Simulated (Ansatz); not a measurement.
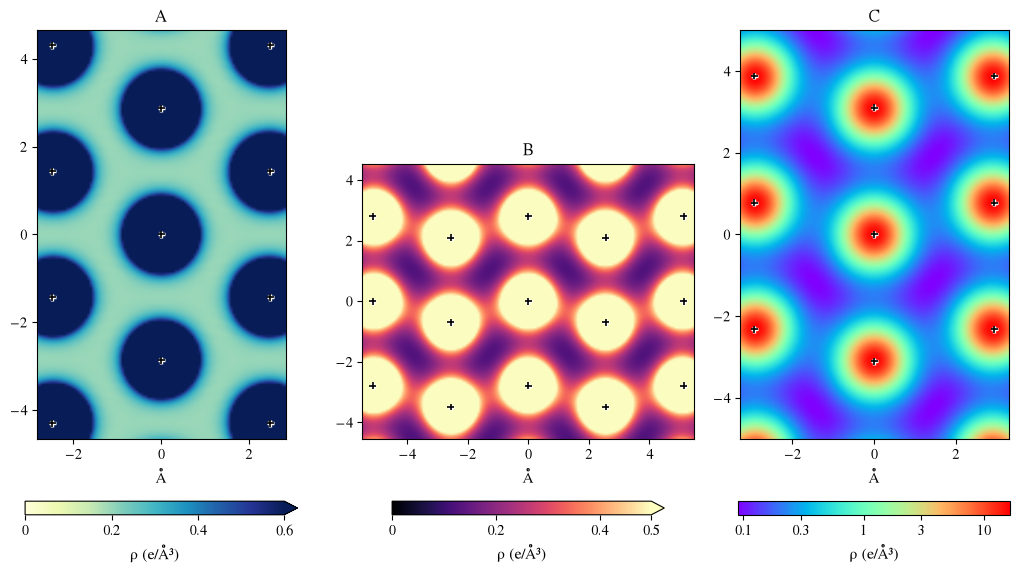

The valence charge density (pseudo) of 3 systems, each on a plane through atoms (crosses mark nuclei in the plane).

All numbers below come from DFT PBEsol, scalar-relativistic, plane waves, PAW in Ansatz 0.2.0.

System 1: Ti, the (001) plane of the conventional cell. Space group C2/m; computed without spin polarisation.

```xyz
12
Lattice="-4.0600 2.0300 2.0300 0.0000 -2.0300 2.0300 8.4582 7.9509 7.9509" Properties=species:S:1:pos:R:3 pbc="T T T"
Ti    2.3682    4.9059    6.9359
Ti    4.3982    4.9059    4.9059
Ti    0.0000    5.0750    5.0750
Ti    2.0300    3.0450    5.0750
Ti    2.3682    6.9359    8.9659
Ti    4.3982    6.9359    6.9359
Ti   -2.0300    1.0150    3.0450
Ti    0.0000    1.0150    1.0150
Ti    4.3982    8.9659    8.9659
Ti    6.4282    6.9359    8.9659
Ti    0.0000    3.0450    3.0450
Ti    2.0300    1.0150    3.0450
```

System 2: Sn, the (010) plane of the conventional cell. Space group I4₁/amd; a structure from a database of computed crystals, not necessarily the ambient phase; changed on purpose from its base cell (strain +0.000 along x and y, -0.030 along z, atoms carried along).

```yaml
crystal:
  lattice:
    - [5.88028, 0.00000, 0.00000]
    - [0.00000, 5.88028, 0.00000]
    - [0.00000, 0.00000, 3.10265]
  atoms:
    - { symbol: Sn, position: [0.00000, 0.50000, 0.25000] }
    - { symbol: Sn, position: [0.50000, 0.00000, 0.75000] }
    - { symbol: Sn, position: [0.00000, 0.00000, 0.00000] }
    - { symbol: Sn, position: [0.50000, 0.50000, 0.50000] }
```

System 3: Ge, the (100) plane of the conventional cell. Space group I4₁/amd; a structure from a database of computed crystals, not necessarily the ambient phase.

```
CELL_PARAMETERS angstrom
5.12603 0.00000 0.00000
0.00000 5.12603 0.00000
0.00000 0.00000 2.79332
ATOMIC_POSITIONS crystal
Ge 0.50000 0.00000 0.25000
Ge 0.00000 0.50000 0.75000
Ge 0.00000 0.00000 0.50000
Ge 0.50000 0.50000 0.00000
```

Q: Match each panel to its system.

A: Panel A is system 1, Ti: the plane holds Ti. Ti–Ti (2.87 Å): the density is about 0.2 e/Å³ at the midpoint. Panel B is system 3, Ge: the plane holds Ge. Ge–Ge (2.66 Å): ρ at the midpoint is about 0.34 e/Å³. Panel C is system 2, Sn: the plane holds Sn. Sn–Sn (3.04 Å): the density is about 0.24 e/Å³ at the midpoint.
